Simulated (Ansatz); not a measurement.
Geometry relaxation of B31HN32 (part 3 of 3)

The same run, continued: B31HN32 (defect cell, 64 atoms in the cell); DFT PBE+D3(BJ), scalar-relativistic, plane waves, PAW, no spin polarisation (Ansatz 0.2.0); cutoff 420 eV, 2×2×2 k-mesh, Gaussian smearing of 0.01 eV. The structure derives from an entry of the Crystallography Open Database.

Output, continued
```
  k-point 2: bands = ["-12.9828", "-12.8605", "-12.7095", "-12.6560", "-11.8599", "-11.8330", "-11.7612", "-11.6771", "-11.5914", "-11.5818", "-11.5708", "-11.5187", "-11.2694", "-11.1417", "-11.0706", "-10.9997", "-10.5178", "-10.4320", "-10.3782", "-10.3182", "-10.2949", "-10.2833", "-10.2666", "-10.1351", "-9.9293", "-9.7615", "-9.7551", "-9.6981", "-9.3754", "-9.3629", "-9.3535", "-9.3112", "-4.2005", "-4.0299", "-4.0228", "-3.9437", "-3.6496", "-3.5932", "-3.5332", "-3.4436",
      "-3.4364", "-3.4338", "-3.4315", "-3.3776", "-3.3249", "-3.2737", "-3.2474", "-3.0141", "-2.5328", "-2.3356", "-2.3328", "-2.0559", "-1.6453", "-1.4772", "-1.4711", "-1.4663", "-1.0589", "-0.9272", "-0.7991", "-0.7619", "-0.7231", "-0.6022", "-0.5997", "-0.5974", "-0.5953", "-0.4946", "-0.3966", "-0.2877", "-0.2737", "-0.2424", "0.0336", "0.2137", "0.2518", "0.2561", "0.2831", "0.4159", "0.4305", "0.4573", "0.4743", "0.5008",
      "0.5040", "0.5080", "0.5122", "0.5361", "0.5544", "0.6063", "0.7624", "0.8131", "0.8851", "0.9356", "1.0616", "1.0642", "1.0662", "1.0681", "1.3342", "1.4229", "1.7199", "1.8030", "1.8848", "1.9147", "1.9466", "2.0973", "2.3439", "2.4511", "2.4536", "2.5376", "2.5573", "2.5733", "2.5795", "2.6258", "2.6786", "2.8962", "2.8990", "2.9654", "3.4992", "3.5462", "3.5604", "3.5950", "3.6112", "3.6433",
      "3.9127", "4.2071", "4.3269", "4.3887", "4.4164", "4.6450", "4.6726", "4.7313", "9.0719", "9.2030", "9.3079", "9.4358", "9.5064", "9.6051", "9.8823", "9.9441", "9.9534", "9.9807", "10.0409", "10.4981", "10.7635", "10.7915", "10.8379", "10.9785", "11.1203", "11.5629", "12.0136", "12.1629", "12.3272", "12.3561", "12.3755", "12.4345", "12.4944", "12.7849", "13.0771", "13.1802", "13.2001", "13.5017", "13.9286", "13.9445",
      "13.9669", "13.9837", "14.0713", "14.1412", "14.1999", "14.2549", "14.3754", "14.4182", "14.5465", "14.8855", "14.9846", "15.0250", "15.1214", "15.4355", "15.4590", "15.5470", "15.7714", "15.8506", "15.9089", "15.9297", "16.1274", "16.1845", "16.1903", "16.2137", "16.2990", "16.3508", "16.4269", "16.5274", "16.6924", "16.7650", "16.7694"]
  k-point 7: bands = ["-12.8962", "-12.8031", "-12.6347", "-12.5989", "-12.0474", "-12.0272", "-12.0032", "-11.8563", "-11.7888", "-11.7857", "-11.7765", "-11.5895", "-10.7793", "-10.7422", "-10.6054", "-10.5962", "-10.2498", "-10.2046", "-10.1700", "-10.1468", "-10.1397", "-10.0417", "-10.0152", "-10.0104", "-10.0062", "-9.9889", "-9.9622", "-9.9556", "-9.9528", "-9.9368", "-9.6478", "-9.6243", "-3.8853", "-3.8428", "-3.7832", "-3.7177", "-3.6991", "-3.6989", "-3.6963", "-3.6097",
      "-3.1416", "-3.1380", "-3.0558", "-2.9941", "-2.9716", "-2.9694", "-2.9213", "-2.9189", "-2.9179", "-2.9171", "-2.8516", "-2.4211", "-1.4637", "-1.3957", "-1.2027", "-1.1984", "-1.1929", "-1.1912", "-1.1577", "-1.1018", "-0.9498", "-0.8362", "-0.7026", "-0.6214", "-0.5301", "-0.4709", "-0.4275", "-0.4257", "-0.4194", "-0.4155", "-0.3835", "-0.2405", "-0.1944", "-0.1927", "-0.1863", "-0.1755", "0.1794", "0.2585", "0.2822", "0.2872",
      "0.3869", "0.4456", "0.5318", "0.6408", "0.7540", "0.8608", "0.8660", "1.1594", "1.4648", "1.5221", "1.6296", "1.6514", "1.6710", "1.7222", "1.7254", "1.7277", "1.7301", "1.8050", "1.8183", "1.9141", "2.0271", "2.1174", "2.1559", "2.1609", "2.2194", "2.5538", "2.7954", "2.8011", "2.9909", "3.0176", "3.0358", "3.0511", "3.1200", "3.1494", "3.1652", "3.2199", "3.2459", "3.5293", "3.6452", "3.9242",
      "3.9527", "3.9633", "3.9818", "4.0056", "4.0318", "4.1345", "4.3674", "4.7195", "9.4562", "9.4878", "9.5472", "9.7269", "10.1353", "10.1613", "10.1973", "10.2379", "10.2622", "10.2853", "10.3347", "10.5065", "10.5441", "10.5657", "10.6163", "10.6428", "10.6986", "11.0837", "11.2044", "11.2401", "11.3940", "12.1218", "12.1595", "12.2092", "12.2436", "12.6940", "13.2602", "13.3639", "13.4167", "13.6308", "13.8898", "13.9872",
      "14.1096", "14.1320", "14.1957", "14.2580", "14.2710", "14.6598", "14.8159", "14.9609", "15.0762", "15.1000", "15.1310", "15.2169", "15.2875", "15.3625", "15.3999", "15.4935", "15.6772", "15.7073", "15.7492", "15.7834", "15.8056", "15.8448", "15.8467", "15.9059", "15.9472", "16.0096", "16.0743", "16.1441", "16.1743", "16.1947", "16.4149"]
--- Relaxed structure (19 steps of the walk, 17 accepted, 0 SCFs on fresh bases) ---
  F+E_penalty+E_count = -17218.32977883 eV   max|allowed force component| = 1.453e-2 eV/Å
  atoms:
    - { symbol: B, position: [0.28729746030403785, 0.12873924690623526, 0.6222386293067473] }
    - { symbol: B, position: [0.5358186362546062, -0.0037372631171455617, 0.7514231462046703] }
    - { symbol: B, position: [0.2900858858283415, 0.3771360703406796, 0.3764006009803467] }
    - { symbol: B, position: [0.7924833363961687, 0.8734999794359579, 0.8745573865814558] }
    - { symbol: B, position: [0.5385152789449484, 0.24935849766635315, 0.5032552225660669] }
    - { symbol: B, position: [0.7882135818199648, 0.12397562467258172, 0.6241194092007929] }
    - { symbol: B, position: [0.03981831282818166, 0.0020739401357184883, 0.7433771554296484] }
    - { symbol: B, position: [0.2929277010684237, 0.6271773193804521, 0.12979971319432695] }
    - { symbol: B, position: [0.5429826368632986, 0.49802240293916106, 0.2543893254689867] }
    - { symbol: B, position: [0.7913701189970523, 0.3744517372065811, 0.37587496026042155] }
    - { symbol: B, position: [0.03946505904838721, 0.2513432124288842, 0.49831702864646427] }
    - { symbol: B, position: [0.5458008435310563, 0.7422039721791369, 0.0017987724397748872] }
    - { symbol: B, position: [0.794345531840996, 0.6247169177480657, 0.12574355051398126] }
    - { symbol: B, position: [0.04195447451418488, 0.5017151599274801, 0.2500108845280869] }
    - { symbol: B, position: [0.04504373147723428, 0.756047649008983, -0.0029639834091204076] }
    - { symbol: B, position: [0.45852168499989443, 0.7505368557031133, 0.5005073972015519] }
    - { symbol: B, position: [0.45910601586907995, -0.00011729960508929937, 0.24981947343434283] }
    - { symbol: B, position: [0.7088961499391105, 0.875170861568652, 0.37500832038988485] }
    - { symbol: B, position: [0.4589289682927281, 0.250166239292116, -5.901404501104657e-5] }
    - { symbol: B, position: [0.9586684475767125, 0.7503786044101083, 0.5001124553849293] }
    - { symbol: B, position: [0.7090617130067907, 0.1250541203489556, 0.12492133625764353] }
    - { symbol: B, position: [0.9595553158691912, -0.00032961717401623625, 0.24935048247824992] }
    - { symbol: B, position: [0.20880482941623135, 0.8751956561134373, 0.37507011902640947] }
    - { symbol: B, position: [0.4584919291378108, 0.5008051862024705, 0.7504293534372046] }
    - { symbol: B, position: [0.7090361645164271, 0.37506322006629705, 0.8749184690386478] }
    - { symbol: B, position: [0.9594158141400176, 0.2496035086091301, -0.00036063424530520527] }
    - { symbol: B, position: [0.20913391506474707, 0.12472241977354998, 0.12463284721023743] }
    - { symbol: B, position: [0.708215722874304, 0.6257127931797491, 0.6255955088361577] }
    - { symbol: B, position: [0.9589915419862056, 0.4999509924866239, 0.7498983212921599] }
    - { symbol: B, position: [0.20875076010848848, 0.3752950275657743, 0.8751296771627237] }
    - { symbol: B, position: [0.20853581310887992, 0.6255811018097662, 0.6253668403696492] }
    - { symbol: N, position: [0.5422626917011307, 0.6250875230064002, 0.6249090581394717] }
    - { symbol: N, position: [0.542401507610625, 0.8750250270935265, 0.3748037115718638] }
    - { symbol: N, position: [0.79229640578262, 0.750100626330317, 0.49989059758484566] }
    - { symbol: N, position: [0.5423574790988454, 0.12503336678788943, 0.12485637083643976] }
    - { symbol: N, position: [0.04200235474920522, 0.6253718319481043, 0.6252204383932785] }
    - { symbol: N, position: [0.7921761497533445, 0.00021371131759206907, 0.25002386111058744] }
    - { symbol: N, position: [0.041901135211547924, 0.875464074576359, 0.37538309062279096] }
    - { symbol: N, position: [0.29207579558151275, 0.7502768545041357, 0.5001383953729731] }
    - { symbol: N, position: [0.541923238591345, 0.3754677823922913, 0.8753226644175857] }
    - { symbol: N, position: [0.7923324633902692, 0.2500327064833765, -8.818838135898899e-5] }
    - { symbol: N, position: [0.04210080301754454, 0.12535373158781565, 0.1251081602819445] }
    - { symbol: N, position: [0.29261125206492594, -0.00024148625338842045, 0.24960542449522533] }
    - { symbol: N, position: [0.7925727840157695, 0.4997766497727758, 0.749744499837923] }
    - { symbol: N, position: [0.04229419112641175, 0.37511992877286143, 0.8749562119332719] }
    - { symbol: N, position: [0.29247126054625355, 0.24988818318552625, -0.0002616367932931629] }
    - { symbol: N, position: [0.2916274291537553, 0.5008047347158194, 0.7506317527532412] }
    - { symbol: N, position: [0.20247237732067852, 0.0075431053746769505, 0.7366443916891918] }
    - { symbol: N, position: [0.20467598112639934, 0.25408408209641337, 0.49828271218817594] }
    - { symbol: N, position: [0.45389461466399333, 0.1248257117224782, 0.6275122272329565] }
    - { symbol: N, position: [0.2075441191553486, 0.500957975050799, 0.25198235205710934] }
    - { symbol: N, position: [0.7049366282891867, -0.0020981311080895404, 0.7520291924460194] }
    - { symbol: N, position: [0.4564154612146401, 0.37525316145164034, 0.3786965853180131] }
    - { symbol: N, position: [0.7059112915789032, 0.2498523609092166, 0.5004040836338686] }
    - { symbol: N, position: [0.9545306835084941, 0.12608127663764082, 0.6210162452443395] }
    - { symbol: N, position: [0.1991974147204083, 0.7532323915243198, 0.020654814719178127] }
    - { symbol: N, position: [0.46112358377511115, 0.6211005323580862, 0.1305963572404912] }
    - { symbol: N, position: [0.7102393816290669, 0.4997479317228016, 0.25115713970474157] }
    - { symbol: N, position: [0.9577013595652595, 0.37636610022666, 0.37359996150359615] }
    - { symbol: N, position: [0.4798911945279428, 0.8544962043273, 0.8697023034880477] }
    - { symbol: N, position: [0.7118511369307119, 0.7476649197765328, 0.0008777134412462639] }
    - { symbol: N, position: [0.9618241179687937, 0.6268440756871476, 0.12379679816537942] }
    - { symbol: N, position: [0.9594966151752008, 0.8756444395339801, 0.87236341782564] }
    - { symbol: H, position: [0.2619773452312528, 0.9186023993772335, 0.8227576162830909] }
```

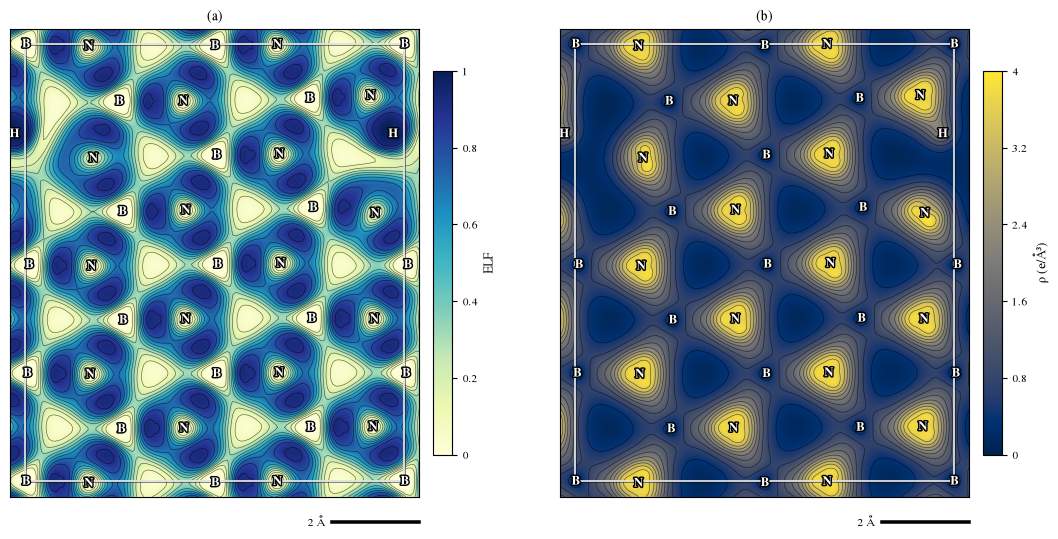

*(a) ELF; (b) valence electron density on the (011) plane of the calculation cell.*

Atoms in the plane: B, N and H. B–N (1.44 Å): ρ at the midpoint is about 1.8 e/Å³; the ELF peaks at about 0.90 between the atoms (a shared but strongly polarised pair). B–N (1.48 Å): ρ at the midpoint is about 1.7 e/Å³; the ELF peaks at about 0.90 between the atoms (a shared but strongly polarised pair). Away from the nuclei the density in this plane falls to 0.1 e/Å³ at its lowest. The fields are those of the smooth PAW valence density.

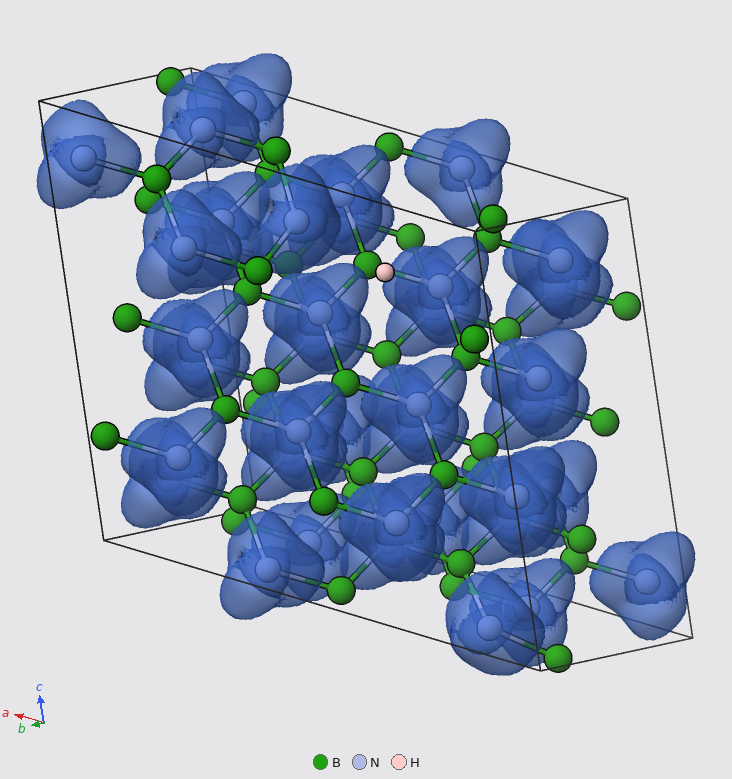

*Isosurface of the electron localisation function at 0.7 (blue), seen at an oblique angle. Core shells and regions of very low density are left out. Sticks mark near contacts. The outline is the calculation cell.*

Along the contacts the grid gives the following. B–N (1.40 Å): the ELF peaks at about 0.90 between the atoms (a shared but strongly polarised pair).

Key numbers

```tsv
quantity	value
outcome	converged
electrons treated	254
free energy	−17218.3298 eV
Fermi energy	4.689 eV
gap on the k-point mesh	0.03 eV
final volume	575.75 Å³
largest force (length of the vector) at the end	0.016 eV/Å
wall time	5.8 min (CPU time 21 min)
peak memory	2.8 GiB
```
